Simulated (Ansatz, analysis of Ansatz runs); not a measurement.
# N3V centre in diamond: zero-phonon line against experiment, part 2 of 3

How near does this set-up come to the measured zero-phonon line? Subject: N3V centre in diamond. Set-up: PBE, 64-site cell, measured lattice, 420 eV, k: the zone centre alone. The model is a cell of 64 host atoms with 1 site emptied, N put on another atom's site, N put on another atom's site and N put on another atom's site. The excitation energy is a difference of total energies with one electron moved up within one spin channel. The measured lattice removes the functional's error in the volume.

Ansatz 0.2.0; PBE, 64-site cell, measured lattice, 420 eV, k: the zone centre alone.

So far, integral of the absolute spin density (μB): step 2 (relaxation, charge 0) 1.16.

## (3) Ground state

Both spins' levels are needed to pick the two between which the electron moves, so the ground state is solved with empty bands.

This step: plane-wave PAW DFT, PBE; single point of a defect supercell.

Contents of ground/input.yaml:

```yaml
crystal:
  lattice:
    - [7.13348, 0.0, 0.0]
    - [0.0, 7.13348, 0.0]
    - [0.0, 0.0, 7.13348]
  atoms:
    - { symbol: C, position: [-0.001030218, -0.000635907, 0.249576423] }
    - { symbol: C, position: [-0.001409262, 0.250278223, -0.001733295] }
    - { symbol: C, position: [0.249882658, -0.001015797, -0.001731352] }
    - { symbol: "N", position: [0.240036367, 0.24043142, 0.237846729] }
    - { symbol: C, position: [0.126860031, 0.127255875, 0.369041918] }
    - { symbol: C, position: [0.125627822, 0.369858801, 0.12530482] }
    - { symbol: C, position: [0.369466297, 0.126018886, 0.125305954] }
    - { symbol: C, position: [0.000556546, 0.00094651, 0.749048353] }
    - { symbol: C, position: [0.003260793, 0.253127809, 0.496868065] }
    - { symbol: C, position: [0.252734752, 0.003655466, 0.496866614] }
    - { symbol: C, position: [0.252737026, 0.253128997, 0.74634109] }
    - { symbol: C, position: [0.125370116, 0.125764467, 0.872565196] }
    - { symbol: C, position: [0.126861934, 0.380952597, 0.622740932] }
    - { symbol: C, position: [0.380560745, 0.127256105, 0.62273919] }
    - { symbol: C, position: [0.374829826, 0.375223099, 0.874794657] }
    - { symbol: C, position: [0.002518195, 0.497665839, 0.252329506] }
    - { symbol: C, position: [-0.00010615, 0.749656682, 0.000339142] }
    - { symbol: C, position: [0.25061582, 0.498246902, 0.001449781] }
    - { symbol: C, position: [0.250618697, 0.748549093, 0.251748544] }
    - { symbol: C, position: [0.125628102, 0.624692258, 0.380134276] }
    - { symbol: C, position: [0.124525572, 0.873874771, 0.125224497] }
    - { symbol: C, position: [0.375334806, 0.623371011, 0.126624291] }
    - { symbol: C, position: [0.374829587, 0.875203679, 0.374773654] }
    - { symbol: C, position: [-0.001029508, 0.50041842, 0.750630896] }
    - { symbol: C, position: [-0.001409025, 0.751729067, 0.499716912] }
    - { symbol: "N", position: [0.240041424, 0.512143511, 0.509555368] }
    - { symbol: C, position: [0.249883639, 0.751722899, 0.751007647] }
    - { symbol: C, position: [0.124524704, 0.624770607, 0.876120552] }
    - { symbol: C, position: [0.125369753, 0.877429631, 0.624231923] }
    - { symbol: C, position: [0.369464843, 0.624686486, 0.623972082] }
    - { symbol: C, position: [0.374645734, 0.875304177, 0.874687526] }
    - { symbol: C, position: [0.497275267, 0.002908696, 0.252330217] }
[... 8 lines left out ...]
    - { symbol: "N", position: [0.511744338, 0.240443246, 0.509547511] }
[... 14 lines left out ...]
    - { symbol: C, position: [0.497275068, 0.497664929, 0.747086135] }
    - { symbol: C, position: [0.49784971, 0.748546526, 0.49898579] }
    - { symbol: C, position: [0.748153461, 0.498245904, 0.498984973] }
    - { symbol: C, position: [0.749264777, 0.749657092, 0.749707121] }
    - { symbol: C, position: [0.624062578, 0.624456543, 0.87362295] }
    - { symbol: C, position: [0.624377406, 0.873873042, 0.625078159] }
    - { symbol: C, position: [0.873482325, 0.624771903, 0.625075843] }
    - { symbol: C, position: [0.874694652, 0.875088858, 0.874907375] }
basis:
  ecutwfc: 420
  xc_grid: 2
hamiltonian:
  xc: pbe
kpoints:
  mp_grid: { grid: [1, 1, 1] }
magnetization:
  spin_polarized: true
  initial_magnetization: 1
  spin_locking: { lock_magnetization: hard }
scf:
  occupations: { method: fermi_dirac, width: 0.01 }
  max_iter: 120
  n_extra_bands: 20
  lower_state_search: "off"
output:
  forces: true
  eigenvalues: true
  eigenstates: { localisation: true }
checkpoint:
  read: "../relax.run"
  write: "../ground.run"
  compress: false
  write_wavefunctions: true
  write_every: 100000
```

Started as:

```
ansatz run input.yaml --threads 2 --pin off --max-ram 3768MiB --backend cpu --events-out ev --progress --plain --runs-dir out
```

Numbers of over 12 decimals in the logs are rounded to 6 here.

The program printed:

```text
[...]
Warning: at least one further symmetry operation maps every atom of the structure, as the run holds it, onto an atom to within 1.02e-5 (fractional), and is not used: to satisfy it, and what else the atoms miss by up to 2.00e-5, twice [...]
Warning: the band count 148 (scf.n_extra_bands) hosts the net moment |M| = 1.0000 μB (N_el = 255) but caps the reachable moment at 2·n_bands − N_el = 41.0000 μB, below the 191 bands that the automatic rule leaves for it — a moment growing past the seed, or [...]
[...]
Crystal: 63 atoms, lattice volume = 362.998 Å³
Basis set: ecut = 420 eV, 7123 PW (Γ), exchange–correlation on 96×96×96 points (8 copies of the dense FFT grid, shifted against one another)
Bands: 148, of which v1, the nominal top of the filled ones, is band 128 counted from 1 (127 counted from 0)
Symmetry: 1 space group operations
[...]
k-points: 1
[...]
--- Forces (eV/Å), atoms counted from 1 ---
  atom   1  C      0.00056778     0.00062371    -0.00038180
  atom   2  C      0.00014683    -0.00017185     0.00013527
  [... 1 atom left out ...]
  atom   4  N      0.00417802     0.00353985     0.00096077
  atom   5  C     -0.00042737    -0.00084257    -0.00019378
  [... 7 atoms left out ...]
  atom  13  C     -0.00047646     0.00026729     0.00004441
  atom  14  C     -0.00011483    -0.00030525    -0.00006758
  [... 11 atoms left out ...]
  atom  26  N      0.00329292    -0.00068004    -0.00259500
  [... 3 atoms left out ...]
  atom  30  C     -0.00125976     0.00105243     0.00006821
  [... 5 atoms left out ...]
  atom  36  C      0.00041103     0.00003199     0.00107483
  [... 4 atoms left out ...]
  atom  41  N      0.00026354     0.00237538    -0.00132419
  [... 3 atoms left out ...]
  atom  45  C      0.00034706    -0.00078714    -0.00062796
  [... 2 atoms left out ...]
  atom  48  C      0.00200867     0.00179532    -0.00164768
  [... 15 atoms left out ...]
  max |Σ_I F_I| component: 1.42e-5 eV/Å
--- Band table (eV) ---
[...]
[key lines of the parts left out:]
SCF converged after 2 iterations
Magnetization: 1.0000 μB (128.0000 up, 127.0000 down)
Free energy (F): -16190.364414 eV
Fermi energy:    14.829341 (↑ 15.684033, ↓ 14.483978) eV
```

Elapsed: 1.9 s, on 2 threads of Intel Xeon Platinum 8559C (Emerald Rapids), shared host; peak memory 0.57 GiB; 3.5 s of CPU time.

This step gave:

```yaml
free_energy: -16190.3644 eV
total_moment: 1 μB
integral_of_the_absolute_spin_density: 1.157 μB
spin_contamination: 0.003544
```

From eigenstates.tsv, first k-point; energies on the run's zero. The participation number counts the atoms that a state is spread over, of 63; bands count from 0.

```csv
spin,band,energy (eV),occupation,participation,largest share on,share
down,121,10.682,1.00,10.0,N4,0.18
down,122,11.994,1.00,18.5,N41,0.19
down,123,11.994,1.00,18.5,N4,0.16
down,124,12.512,1.00,54.0,C48,0.05
down,125,13.479,1.00,14.4,N41,0.22
down,126,13.479,1.00,14.4,N4,0.21
down,127,15.482,0.00,4.1,C48,0.48
down,128,17.225,0.00,52.1,C5,0.03
down,129,17.338,0.00,53.4,C5,0.04
down,130,17.338,0.00,53.5,C14,0.03
down,131,17.534,0.00,53.8,C34,0.03
up,122,11.959,1.00,17.8,N41,0.20
up,123,11.959,1.00,17.8,N4,0.17
up,124,12.300,1.00,34.6,C48,0.12
up,125,13.441,1.00,15.1,N41,0.21
up,126,13.441,1.00,15.1,N4,0.20
up,127,14.177,1.00,5.6,C48,0.40
up,128,17.191,0.00,52.1,C5,0.03
up,129,17.330,0.00,53.8,C5,0.03
up,130,17.330,0.00,53.8,C14,0.03
up,131,17.525,0.00,54.1,C34,0.03
up,132,17.525,0.00,54.1,C59,0.03
```

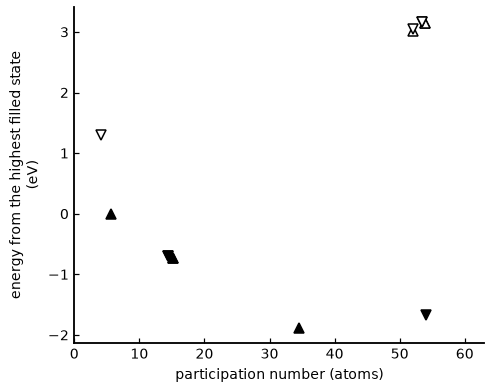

States next to the filling edge at the first k-point: energy against spread. Filled marks are occupied, open marks empty; triangles up and down are the spins.

Under PBE at the zone centre alone, the highest filled state is spin up, spread over 6 of 63 atoms, and the lowest empty one, 1.31 eV above it, is spin down, spread over 4 of 63 atoms.

The largest moments in the atoms' spheres: C48 0.31, C49 0.03, C50 0.03, C51 0.03, N41 0.02, N26 0.02 μB.

## (4) Excited state at the ground state's structure

One electron is moved to the upper level and held there by its overlap; at the ground state's structure the energy difference is the vertical absorption.

This step: plane-wave PAW DFT, PBE; single point of a defect supercell.

excited/input.yaml, as its differences from ground/input.yaml of step 3:

```diff
@@ -61,4 +61,9 @@
 scf:
-  occupations: { method: fermi_dirac, width: 0.01 }
-  max_iter: 120
+  occupations:
+    method: fermi_dirac
+    width: 0.01
+    excite:
+      from: { channel: down, k: 0, band: v2, track: overlap }
+      to: { channel: down, k: 0, band: v1, track: overlap }
+  max_iter: 150
   n_extra_bands: 20
@@ -67,7 +72,5 @@
   forces: true
-  eigenvalues: true
-  eigenstates: { localisation: true }
 checkpoint:
-  read: "../relax.run"
-  write: "../ground.run"
+  read: "../ground.run"
+  write: "../excited.run"
   compress: false
```

The program printed:

```text
[...]
Crystal: 63 atoms, lattice volume = 362.998 Å³
Basis set: ecut = 420 eV, 7123 PW (Γ), exchange–correlation on 96×96×96 points (8 copies of the dense FFT grid, shifted against one another)
Bands: 148, of which v1, the nominal top of the filled ones, is band 128 counted from 1 (127 counted from 0)
Symmetry: 1 space group operations
[...]
k-points: 1
Excitation: hole v2 ↓ at k 0, (0, 0, 0); particle v1 ↓ at k 0, (0, 0, 0); 1.000000e0 electrons a cell; the bands as a deck names them, k counted from 0 among the points solved; in brackets its point in fractional reciprocal coordinates
[...]
iter 1 solved again at ethr=1.00e-12 eV; its pass at ethr=3.10e-3 eV (dr2=8.00e-10 eV) is discarded
[...]
--- Forces (eV/Å), atoms counted from 1 ---
  atom   1  C     -0.42057543    -0.08647260    -0.06881298
  atom   2  C     -0.40338637    -0.21155543    -0.00720785
  [... 1 atom left out ...]
  atom   4  N     -0.90952687    -0.39795380     0.03804700
  atom   5  C      0.46976576     0.15107533     0.12880756
  [... 7 atoms left out ...]
  atom  13  C      0.46989651    -0.12959312    -0.15264281
  atom  14  C      0.41289524     0.02762725    -0.02859858
  [... 11 atoms left out ...]
  atom  26  N     -0.91035696    -0.03731747     0.39992991
  [... 3 atoms left out ...]
  atom  30  C      0.87943259    -0.26632784    -0.33054213
  [... 5 atoms left out ...]
  atom  36  C      0.16510348     0.09868944    -0.08118140
  [... 4 atoms left out ...]
  atom  41  N     -0.39793045    -0.30721146     0.30929497
  [... 3 atoms left out ...]
  atom  45  C      0.16523974     0.08036216    -0.09961631
  [... 2 atoms left out ...]
  atom  48  C     -0.76883162    -0.22540592     0.22658104
  [... 15 atoms left out ...]
  max |Σ_I F_I| component: 8.23e-6 eV/Å
--- Band table (eV) ---
[...]
[key lines of the parts left out:]
SCF converged after 15 iterations
Magnetization: 1.0000 μB (128.0000 up, 127.0000 down)
Free energy (F): -16188.152228 eV
Fermi energy:    16.425357 (↑ 16.425767, ↓ 15.290943) eV  (of the remaining states, beside the excitation)
```

The job ended after 5.3 s (2 threads; peak memory 0.64 GiB; 10 s of CPU time).

Numbers from this step:

```yaml
free_energy: -16188.1522 eV
total_moment: 1 μB
integral_of_the_absolute_spin_density: 1.098 μB
spin_contamination: 9.48e-4
```

For the integral of the absolute spin density, step 3 gave 1.16 μB; this run, with other occupations, gives 1.10 μB (-5 %).

## (5) Relaxation in the excited state

The zero-phonon line joins two minima, so the atoms are relaxed with the electron held in the upper level.

This step: plane-wave PAW DFT, PBE; Delta-SCF with one electron moved between two levels, relaxation of all atoms.

excited_relax/input.yaml, as its differences from excited/input.yaml of step 4:

```diff
@@ -74,3 +74,3 @@
   read: "../ground.run"
-  write: "../excited.run"
+  write: "../excited_relax.run"
   compress: false
@@ -78 +78,5 @@
   write_every: 100000
+relax:
+  f_tol: 0.02
+  max_steps: 50
+  escape_saddle: false
```

The program printed:

```text
[...]
Crystal: 63 atoms, lattice volume = 362.998 Å³
Basis set: ecut = 420 eV, 7123 PW (Γ), exchange–correlation on 96×96×96 points (8 copies of the dense FFT grid, shifted against one another)
Bands: 148, of which v1, the nominal top of the filled ones, is band 128 counted from 1 (127 counted from 0)
Symmetry: 1 space group operations
[...]
k-points: 1
[...]
SCF iter  15: F=-16188.152228 eV  HF=-16188.152228 eV  |F-HF|=4.71e-10  |Δ(HF+E_count)|=  9.46e-11  Δρ=2.90e-7 (↑1.47e-7 ↓2.90e-7)  dr2=6.59e-10  dr2_m=4.83e-11  M=1.000 μB ∫|m|=1.098 μB  ethr=1.00e-12  ⟨swp⟩=1.0  Hψ=907  notcnv=0
[...]
SCF 1 converged in 15 iterations: F = -16188.152228 eV  dr2 = 6.59e-10
[...]
F+E_penalty+E_count = -16188.33018667 eV   max|allowed force component| = 1.091e-2 eV/Å
  atoms:
    - { symbol: C, position: [-0.002015, -0.000940, 0.249692] }
    - { symbol: C, position: [-0.002079, 0.250271, -0.001663] }
    [... 1 atom left out ...]
    - { symbol: N, position: [0.236318, 0.238113, 0.237690] }
    - { symbol: C, position: [0.127135, 0.126998, 0.369841] }
[...]
- { symbol: C, position: [0.127137, 0.380147, 0.622993] }
    - { symbol: C, position: [0.381140, 0.126598, 0.623395] }
[...]
- { symbol: N, position: [0.236317, 0.512308, 0.511890] }
[...]
- { symbol: C, position: [0.371738, 0.622921, 0.622230] }
[...]
- { symbol: C, position: [0.624146, 0.126602, 0.380149] }
    [... 4 atoms left out ...]
    - { symbol: N, position: [0.510447, 0.238871, 0.511131] }
    [... 3 atoms left out ...]
    - { symbol: C, position: [0.624150, 0.369839, 0.623394] }
    [... 2 atoms left out ...]
    - { symbol: C, position: [0.508866, 0.510414, 0.239585] }
    [... 15 atoms left out ...]
[key lines of the parts left out:]
Converged-ψ floor refinement (derivative, response, wavefunction or occupation consumer): ⟨swp⟩=1.0  Hψ=592  notcnv=0
SCF converged after 8 iterations
Magnetization: 1.0000 μB (128.0000 up, 127.0000 down)
Free energy (F): -16188.330187 eV
```

The job ended after 15 s (2 threads; peak memory 0.67 GiB).

Relaxation path:

```csv
step,energy less that of the first step (eV),largest force component (eV/Å)
1,0.0000,1.4700
2,-0.1481,0.4206
3,-0.1769,0.0730
4,-0.1780,0.0109
```

The atoms that moved most (Å):

```csv
atom,dx,dy,dz,length
C48,-0.025,-0.017,0.017,0.035
C22,0.032,0.000,0.000,0.032
N26,-0.027,0.001,0.017,0.031
N4,-0.027,-0.017,-0.001,0.031
C52,0.005,-0.002,-0.028,0.029
C37,0.005,0.028,0.002,0.029
C30,0.016,-0.013,-0.012,0.024
C7,0.016,0.012,0.013,0.024
```

The atoms nearest to the centre after the run:

```csv
atom,distance (Å)
C48,1.667
N41,1.679
N4,1.700
N26,1.700
C30,2.498
C7,2.498
C13,2.501
C5,2.501
C22,2.506
C52,2.506
C37,2.506
C20,2.506
C6,2.506
C14,2.506
C36,2.510
C45,2.510
```

Read from the output:

```
free energy                           : -16188.3302 eV
total moment                          : 1 μB
integral of the absolute spin density : 1.100 μB
spin contamination                    : 9.34e-4
```

The relaxation ends 2.8 meV an atom lower, with a largest force component of 0.011 eV/Å.

(Continued in part 3 of 3.)

[Logs are printed without paths, hosts, clocks, repeated set-up lines and the standing remarks that a program may print on its own settings, such as how far it seeks lower states.]

[Hosts, paths, dates, database ids (printed as entryN), source tags and the programs' standing remarks are cut or masked in the printed files.]

[For some hosts the program warned that the k-mesh of the response run may be too coarse for force constants and the static dielectric constant; such warnings are not shown here.]
